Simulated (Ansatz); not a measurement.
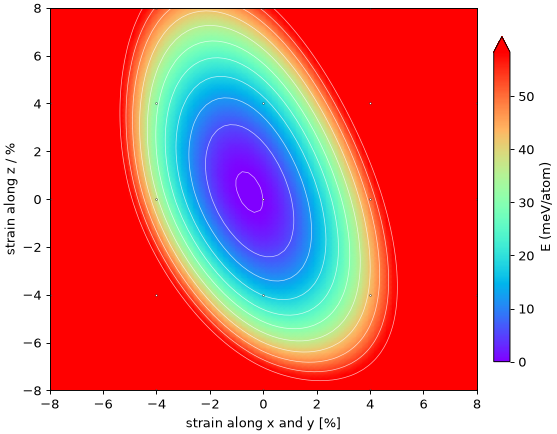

Cu (P6_3/mmc, No. 194; 2 atoms in the cell). The cell is strained homogeneously, by one strain along x and y and another along z, with fractional coordinates fixed (x along [1 0 0], z along [0 0 1] of the conventional cell). First axis: strain along x and y. Second axis: strain along z. The grid has 5 × 5 points. Energies: meV/atom, counted from the lowest grid point. The reference cell is the one listed in the database, not relaxed at this level. Method: Ansatz, DFT PBEsol, scalar-relativistic, plane waves, PAW. Settings: cutoff 420 eV, k-mesh 24×24×12 in the order of the run's cell vectors, gaussian smearing 0.15 eV, no spin polarisation.

The picture shows a smooth colour map with a few white contour lines, dots at the grid points, one colour for all values above the top of the scale. Between grid points the surface is interpolated.

**Estimate the clamped-ion elastic constants that this map fixes.**

With the cell volume of 22.9 Å³, the curvatures of the interpolated surface at its minimum give C₁₁ + C₂₂ + 2C₁₂ ≈ 810 GPa, C₃₃ ≈ 290 GPa and C₁₃ + C₂₃ ≈ 199 GPa (clamped ions, Cartesian axes of the cell). A stretch of 1 % along z with free sides (kept equal in x and y) would change the in-plane lengths by about −0.25 %.
